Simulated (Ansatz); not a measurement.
# Iodine, solid I2 (Cmce) under LDA: testing the plane-wave cutoff, part 2 of 2

How high must the plane-wave cutoff be for energy and pressure to settle? The geometry was relaxed under LDA beforehand and stays fixed; 9 values are run, from 150 to 800 eV. Wanted are the values from which on the energy stays within 10 and 1 meV/atom, and the pressure within 0.5 GPa, of the last run. Within the series other settings stay, but some runs also write fields, which adds to their time. Spin polarisation is left out.

Ansatz 0.2.0; DFT LDA, plane waves with PAW, scalar-relativistic.

### Step 7. With a cutoff of 350 eV

The run at 350 eV.

Input file input.yaml:

```yaml
crystal:
  lattice:
    - [3.5886574692, -2.141315036, 0.0]
    - [3.5886574692, 2.141315036, 0.0]
    - [0.0, 0.0, 9.627213001]
  atoms:
    - { symbol: I, position: [0.8254264989, 0.1745735011, 0.1231842597] }
    - { symbol: I, position: [0.6745735011, 0.3254264989, 0.6231842597] }
    - { symbol: I, position: [0.1745735011, 0.8254264989, 0.8768157403] }
    - { symbol: I, position: [0.3254264989, 0.6745735011, 0.3768157403] }
hamiltonian:
  xc: lda
  pseudopotentials:
    kind: paw
    azcp:
      I: "pseudopotentials/I.paw.azcp"
basis:
  ecutwfc: 350
  fft_grid_basis: typed
kpoints:
  mp_grid: { grid: [9, 9, 4], shift: [0, 0, 0] }
magnetization:
  spin_polarized: false
scf:
  occupations: { method: fermi_dirac, width: 0.05 }
  lower_state_search: "off"
output:
  stress: true
  write_density: true
  write_potential: true
  elf: true
  volumetric_format: npy
```

Started as:

```bash
$ ansatz run input.yaml --threads 2 --pin off --max-ram 5120MiB --backend cpu --events-out ev --progress --plain --runs-dir out
```

The log of the run (excerpt; [...] marks lines left out):

```text
Warning: basis.ecutwfc = 350 eV is below the records' recommended 420 eV, and the density's cutoff is lower with it unless basis.ecutrho_ratio is high enough to keep the records' density cutoff: compare with a run at a higher cutoff
Warning: <dir> the record states the generating functional pbe (its physics header spells it `PBE`), which answers neither for hamiltonian.xc's functional nor for the lda family's — results may be inconsistent (PPs are generated against a specific XC)
Warning: RAYON_NUM_THREADS=2 ignored (pool sized by the plan → 2); use --threads N
[...]
Pseudopotentials: kind: paw
Pseudopotential: I, paw, valence charge 17, recommended cutoff 420 eV (normal), <dir>
Functional definition: SPW92
[...]
Crystal: 4 atoms, lattice volume = 147.960 Å³
Basis set: ecut = 350 eV, 2213 PW (Γ)
Bands: 41, of which v1, the nominal top of the filled ones, is band 34 counted from 1 (33 counted from 0)
Symmetry: 8 space group operations
Space group: Cmce (ITA 64), of the structure as read, at distance tolerance 5.3e-5 Å
k-points: 75 of 324
[...]
SCF iter   1: F=—  HF=-29423.431290 eV  |F-HF|=—  |Δ(HF+E_count)|=         —  Δρ=4.12e-3  dr2=8.96e-3  ethr=1.77e-3  ⟨swp⟩=9.4  Hψ=14919  notcnv=0  defer=32
[...]
SCF iter   8: F=-29423.428438 eV  HF=-29423.428438 eV  |F-HF|=3.21e-8  |Δ(HF+E_count)|=   4.63e-7  Δρ=4.41e-6  dr2=2.36e-8  ethr=1.47e-10  ⟨swp⟩=15.2  Hψ=24038  notcnv=0
[...]
SCF converged after 8 iterations
Free energy (F): -29423.428438 eV
[...]
E sigma→0 (E₀):  -29423.428412 eV
Entropy (-TS):   -0.000051 eV (-0.013 meV/atom)
Fermi energy:    6.873727 eV
[...]
--- Stress (GPa, compression-positive) ---
       -0.020844       0.000000       0.000000
        0.000000       0.052793       0.000000
        0.000000       0.000000      -0.161677
  P = ⅓ Tr σ = -0.0432 GPa (-0.432 kbar)
--- Band table (eV; the first three rows and the last of 75) ---
[...]
```

Run time: 11 s. Hardware: 2 threads of Arm Neoverse V2, shared host; peak memory 0.5 GiB.

### Step 8. With a cutoff of 420 eV

The run at 420 eV.

Edit input.yaml of step 7 so:

```diff
@@ -17,3 +17,3 @@
 basis:
-  ecutwfc: 350
+  ecutwfc: 420
   fft_grid_basis: typed
@@ -28,5 +28 @@
   stress: true
-  write_density: true
-  write_potential: true
-  elf: true
-  volumetric_format: npy
```

Started as:

```bash
$ ansatz run input.yaml --threads 2 --pin off --max-ram 5120MiB --backend cpu --events-out ev --progress --plain --runs-dir out
```

The log of the run (excerpt; [...] marks lines left out):

```text
Warning: <dir> the record states the generating functional pbe (its physics header spells it `PBE`), which answers neither for hamiltonian.xc's functional nor for the lda family's — results may be inconsistent (PPs are generated against a specific XC)
Warning: RAYON_NUM_THREADS=2 ignored (pool sized by the plan → 2); use --threads N
[...]
Pseudopotentials: kind: paw
Pseudopotential: I, paw, valence charge 17, recommended cutoff 420 eV (normal), <dir>
Functional definition: SPW92
[...]
Crystal: 4 atoms, lattice volume = 147.960 Å³
Basis set: ecut = 420 eV, 2865 PW (Γ)
Bands: 39, of which v1, the nominal top of the filled ones, is band 34 counted from 1 (33 counted from 0)
Symmetry: 8 space group operations
Space group: Cmce (ITA 64), of the structure as read, at distance tolerance 5.3e-5 Å
k-points: 75 of 324
[...]
SCF iter   1: F=—  HF=-29423.439156 eV  |F-HF|=—  |Δ(HF+E_count)|=         —  Δρ=4.38e-3  dr2=9.57e-3  ethr=1.77e-3  ⟨swp⟩=9.4  Hψ=14135  notcnv=0
[...]
SCF iter   7: F=-29423.438014 eV  HF=-29423.438014 eV  |F-HF|=7.28e-9  |Δ(HF+E_count)|=   2.79e-8  Δρ=2.17e-6  dr2=7.37e-9  ethr=1.47e-10  ⟨swp⟩=4.9  Hψ=9557  notcnv=0
[...]
SCF converged after 7 iterations
Free energy (F): -29423.438014 eV
[...]
E sigma→0 (E₀):  -29423.437989 eV
Entropy (-TS):   -0.000051 eV (-0.013 meV/atom)
Fermi energy:    6.873457 eV
[...]
--- Stress (GPa, compression-positive) ---
       -0.020020       0.000000       0.000000
        0.000000       0.052689       0.000000
        0.000000       0.000000      -0.162453
  P = ⅓ Tr σ = -0.0433 GPa (-0.433 kbar)
```

Run time: 10 s. Hardware: 2 threads of Arm Neoverse V2, shared host; peak memory 0.56 GiB.

### Step 9. With a cutoff of 500 eV

The run at 500 eV.

Edit input.yaml of step 8 so:

```diff
@@ -17,3 +17,3 @@
 basis:
-  ecutwfc: 420
+  ecutwfc: 500
   fft_grid_basis: typed
@@ -28 +28,5 @@
   stress: true
+  write_density: true
+  write_potential: true
+  elf: true
+  volumetric_format: npy
```

Started as:

```bash
$ ansatz run input.yaml --threads 2 --pin off --max-ram 5120MiB --backend cpu --events-out ev --progress --plain --runs-dir out
```

The log of the run (excerpt; [...] marks lines left out):

```text
Warning: <dir> the record states the generating functional pbe (its physics header spells it `PBE`), which answers neither for hamiltonian.xc's functional nor for the lda family's — results may be inconsistent (PPs are generated against a specific XC)
Warning: RAYON_NUM_THREADS=2 ignored (pool sized by the plan → 2); use --threads N
[...]
Pseudopotentials: kind: paw
Pseudopotential: I, paw, valence charge 17, recommended cutoff 420 eV (normal), <dir>
Functional definition: SPW92
[...]
Crystal: 4 atoms, lattice volume = 147.960 Å³
Basis set: ecut = 500 eV, 3749 PW (Γ)
Bands: 41, of which v1, the nominal top of the filled ones, is band 34 counted from 1 (33 counted from 0)
Symmetry: 8 space group operations
Space group: Cmce (ITA 64), of the structure as read, at distance tolerance 5.3e-5 Å
k-points: 75 of 324
[...]
SCF iter   1: F=—  HF=-29423.445603 eV  |F-HF|=—  |Δ(HF+E_count)|=         —  Δρ=4.53e-3  dr2=9.96e-3  ethr=1.77e-3  ⟨swp⟩=9.4  Hψ=15567  notcnv=0  defer=29
[...]
SCF iter   7: F=-29423.444186 eV  HF=-29423.444186 eV  |F-HF|=7.47e-9  |Δ(HF+E_count)|=   2.69e-8  Δρ=2.17e-6  dr2=8.11e-9  ethr=1.47e-10  ⟨swp⟩=9.1  Hψ=18443  notcnv=0
[...]
SCF converged after 7 iterations
Free energy (F): -29423.444186 eV
[...]
E sigma→0 (E₀):  -29423.444160 eV
Entropy (-TS):   -0.000051 eV (-0.013 meV/atom)
Fermi energy:    6.873377 eV
[...]
--- Stress (GPa, compression-positive) ---
       -0.020018       0.000000       0.000000
        0.000000       0.052689       0.000000
        0.000000       0.000000      -0.162616
  P = ⅓ Tr σ = -0.0433 GPa (-0.433 kbar)
--- Band table (eV; the first three rows and the last of 75) ---
[...]
```

Run time: 18 s. Hardware: 2 threads of Arm Neoverse V2, shared host; peak memory 0.66 GiB.

### Step 10. With a cutoff of 600 eV

The run at 600 eV.

Edit input.yaml of step 9 so:

```diff
@@ -17,3 +17,3 @@
 basis:
-  ecutwfc: 500
+  ecutwfc: 600
   fft_grid_basis: typed
@@ -28,5 +28 @@
   stress: true
-  write_density: true
-  write_potential: true
-  elf: true
-  volumetric_format: npy
```

Started as:

```bash
$ ansatz run input.yaml --threads 2 --pin off --max-ram 5120MiB --backend cpu --events-out ev --progress --plain --runs-dir out
```

The log of the run (excerpt; [...] marks lines left out):

```text
Warning: <dir> the record states the generating functional pbe (its physics header spells it `PBE`), which answers neither for hamiltonian.xc's functional nor for the lda family's — results may be inconsistent (PPs are generated against a specific XC)
Warning: RAYON_NUM_THREADS=2 ignored (pool sized by the plan → 2); use --threads N
[...]
Pseudopotentials: kind: paw
Pseudopotential: I, paw, valence charge 17, recommended cutoff 420 eV (normal), <dir>
Functional definition: SPW92
[...]
Crystal: 4 atoms, lattice volume = 147.960 Å³
Basis set: ecut = 600 eV, 4957 PW (Γ)
Bands: 39, of which v1, the nominal top of the filled ones, is band 34 counted from 1 (33 counted from 0)
Symmetry: 8 space group operations
Space group: Cmce (ITA 64), of the structure as read, at distance tolerance 5.3e-5 Å
k-points: 75 of 324
[...]
SCF iter   1: F=—  HF=-29423.446113 eV  |F-HF|=—  |Δ(HF+E_count)|=         —  Δρ=4.58e-3  dr2=1.01e-2  ethr=1.77e-3  ⟨swp⟩=9.3  Hψ=14137  notcnv=0
[...]
SCF iter   6: F=-29423.444923 eV  HF=-29423.444923 eV  |F-HF|=6.48e-8  |Δ(HF+E_count)|=   7.14e-8  Δρ=6.49e-6  dr2=9.09e-8  ethr=1.47e-10  ⟨swp⟩=4.0  Hψ=12846  notcnv=0
[...]
SCF converged after 6 iterations
Free energy (F): -29423.444923 eV
[...]
E sigma→0 (E₀):  -29423.444898 eV
Entropy (-TS):   -0.000051 eV (-0.013 meV/atom)
Fermi energy:    6.873401 eV
[...]
--- Stress (GPa, compression-positive) ---
       -0.020024       0.000000       0.000000
        0.000000       0.052349       0.000000
        0.000000       0.000000      -0.163348
  P = ⅓ Tr σ = -0.0437 GPa (-0.437 kbar)
```

It took 13 s on 2 threads of Arm Neoverse V2, shared host; peak memory 0.75 GiB.

### Step 11. With a cutoff of 800 eV

The run at 800 eV.

Edit input.yaml of step 10 so:

```diff
@@ -17,3 +17,3 @@
 basis:
-  ecutwfc: 600
+  ecutwfc: 800
   fft_grid_basis: typed
```

Started as:

```bash
$ ansatz run input.yaml --threads 2 --pin off --max-ram 5120MiB --backend cpu --events-out ev --progress --plain --runs-dir out
```

The log of the run (excerpt; [...] marks lines left out):

```text
Warning: <dir> the record states the generating functional pbe (its physics header spells it `PBE`), which answers neither for hamiltonian.xc's functional nor for the lda family's — results may be inconsistent (PPs are generated against a specific XC)
Warning: RAYON_NUM_THREADS=2 ignored (pool sized by the plan → 2); use --threads N
[...]
Pseudopotentials: kind: paw
Pseudopotential: I, paw, valence charge 17, recommended cutoff 420 eV (normal), <dir>
Functional definition: SPW92
[...]
Crystal: 4 atoms, lattice volume = 147.960 Å³
Basis set: ecut = 800 eV, 7613 PW (Γ)
Bands: 39, of which v1, the nominal top of the filled ones, is band 34 counted from 1 (33 counted from 0)
Symmetry: 8 space group operations
Space group: Cmce (ITA 64), of the structure as read, at distance tolerance 5.3e-5 Å
k-points: 75 of 324
[...]
SCF iter   1: F=—  HF=-29423.446918 eV  |F-HF|=—  |Δ(HF+E_count)|=         —  Δρ=4.51e-3  dr2=9.92e-3  ethr=1.77e-3  ⟨swp⟩=9.5  Hψ=14271  notcnv=0
[...]
SCF iter   7: F=-29423.445370 eV  HF=-29423.445370 eV  |F-HF|=1.03e-8  |Δ(HF+E_count)|=   2.59e-8  Δρ=2.51e-6  dr2=9.33e-9  ethr=1.47e-10  ⟨swp⟩=4.9  Hψ=9557  notcnv=0
[...]
SCF converged after 7 iterations
Free energy (F): -29423.445370 eV
[...]
E sigma→0 (E₀):  -29423.445344 eV
Entropy (-TS):   -0.000051 eV (-0.013 meV/atom)
Fermi energy:    6.873360 eV
[...]
--- Stress (GPa, compression-positive) ---
       -0.019957       0.000000       0.000000
        0.000000       0.052127       0.000000
        0.000000       0.000000      -0.163743
  P = ⅓ Tr σ = -0.0439 GPa (-0.439 kbar)
```

Run time: 20 s. Hardware: 2 threads of Arm Neoverse V2, shared host; peak memory 0.98 GiB.

### Step 12. All values side by side

Energies count from the run at 800 eV.

```tsv
cutoff (eV)	plane waves at Γ	E(σ → 0) (meV/atom)	P (GPa)	SCF cycles	CPU time
150	621	76826.04	-14.78	8	6.5 s
200	931	8856.80	0.35	7	6.4 s
250	1361	919.98	-0.04	7	12 s
300	1719	68.18	-0.05	7	10 s
350	2213	4.23	-0.04	8	22 s
420	2865	1.84	-0.04	7	21 s
500	3749	0.30	-0.04	7	36 s
600	4957	0.11	-0.04	6	25 s
800	7613	0.00	-0.04	7	39 s
```

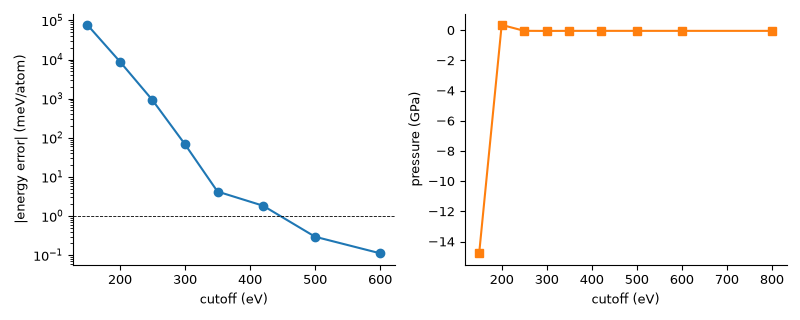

Energy and pressure against the plane-wave cutoff; the dashed line marks 1 meV/atom.

### Step 13. Outcome

This closing draws on all 2 parts.

| quantity | value |
| --- | --- |
| E(σ → 0) stays within 10 meV/atom of 800 eV | from 350 eV on |
| E(σ → 0) stays within 1 meV/atom | from 500 eV on |
| pressure stays within 0.5 GPa | from 200 eV on |
| pressure at 800 eV | -0.04 GPa |
| CPU time, dearest over cheapest | 6.2 |
| run at the usual settings (mesh 8×8×3 against the series' 9×9×4, 420 eV) | +1.9 meV/atom from 800 eV, -0.04 GPa |

**Reading.** The far end, 150 eV, lies +76826 meV/atom and -14.7 GPa from the yardstick. The energy falls at each step up in cutoff, as the variational principle asks. Total energies within 1 meV/atom need 500 eV; differences between like structures often settle sooner. The cell taken over is 10 % smaller than the measured one (41.15 Å³/atom, COD), which weighs on all values here.
